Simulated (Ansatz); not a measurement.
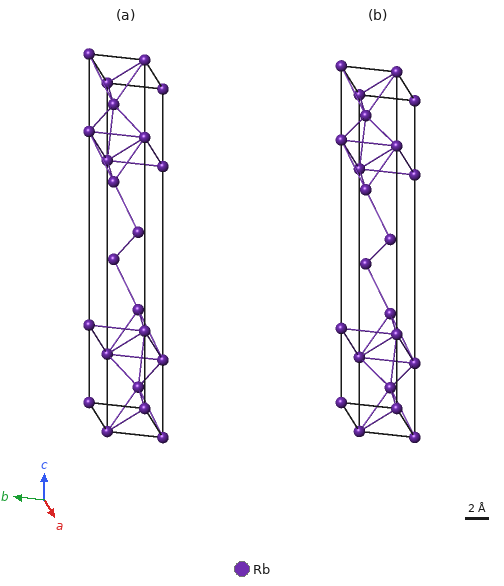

Left: a symmetric starting cell of Rb (made from another compound by putting Rb in place of K). Right: the same structure after one change, at the same scale. The picture is a ball-and-stick view of the conventional cell (3 times the calculation's cell), seen from a free direction. Lengths and directions refer to the drawn axes.

Level of theory: DFT PBE, scalar-relativistic, plane waves, PAW in Ansatz. (plane-wave cutoff 420 eV; k-point mesh 12 × 12 × 12; occupations gaussian; smearing width 0.1 eV; no spin polarisation)

What was changed?

The cell is strained by −3.4 % along c and −0.4 % across it (volume −4.2 %) and atoms are displaced by 0.07 Å relative to the cell. No relaxation follows. The starting cell wasn't computed here and needn't be at equilibrium, so pressure and forces aren't due to the change alone.

What does the change do?

Some distances before and after: Rb–Rb 5.002 → 4.766 to 4.942 Å, Rb–Rb 5.027 → 5.006 Å. The space group stays R-3m (No. 166). The pressure is 0.2 GPa (not all of it need come from the change, since the unchanged cell can be under pressure at this level too). The largest forces, 0.054 eV/Å, act on 2 Rb atoms of the calculation's cell. The forces point straight back along the displacements (cosine −1.00).
